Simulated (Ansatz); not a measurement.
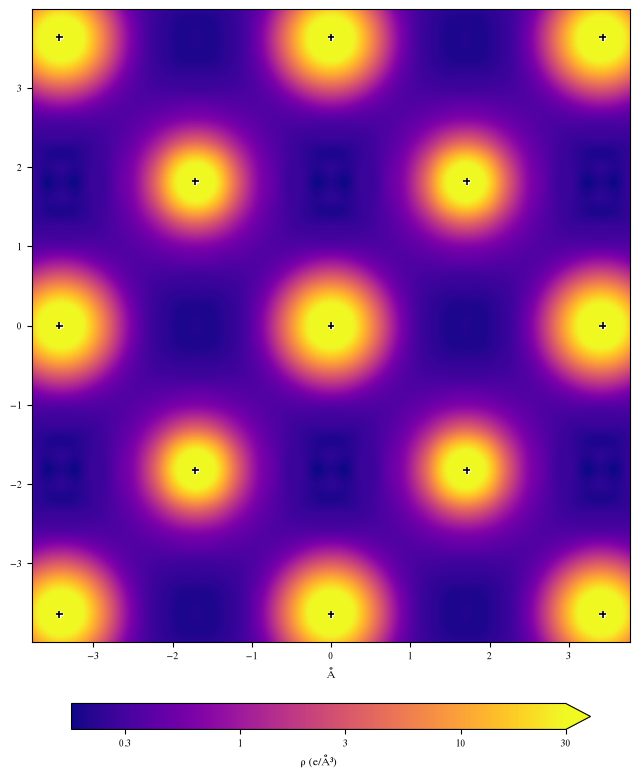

The valence charge density (pseudo) on a plane through atoms (crosses mark nuclei in the plane).

Method: DFT r2SCAN, scalar-relativistic, plane waves, PAW in Ansatz.

Candidates:
A. Ti, a = 4.57 Å, b = 4.57 Å, c = 2.82 Å, α = 90.00°, β = 90.00°, γ = 120.00°. Space group P6/mmm; a structure from a database of computed crystals, not necessarily the ambient phase; computed without spin polarisation.
B. Al₃Cu, a = 3.89 Å, b = 3.89 Å, c = 3.89 Å, α = 90.00°, β = 90.00°, γ = 90.00°. Space group Pm-3m; a structure from a database of computed crystals, not necessarily the ambient phase; computed without spin polarisation.
C. Ni₃Ge, a = 3.43 Å, b = 3.43 Å, c = 3.64 Å, α = 90.00°, β = 90.00°, γ = 90.00°. Space group P4/mmm; a structure from a database of computed crystals, not necessarily the ambient phase; changed on purpose from its base cell (biaxial strain in the a-b plane, c and atoms relaxed: -3.0 %); computed pressure about 7 GPa in this cell; computed without spin polarisation.

> Which candidate gave the map?

Candidate C: Ni₃Ge on the (010) plane of the conventional cell, which holds Ni and Ge. Ni–Ge (2.50 Å): the density is about 0.36 e/Å³ at the midpoint.
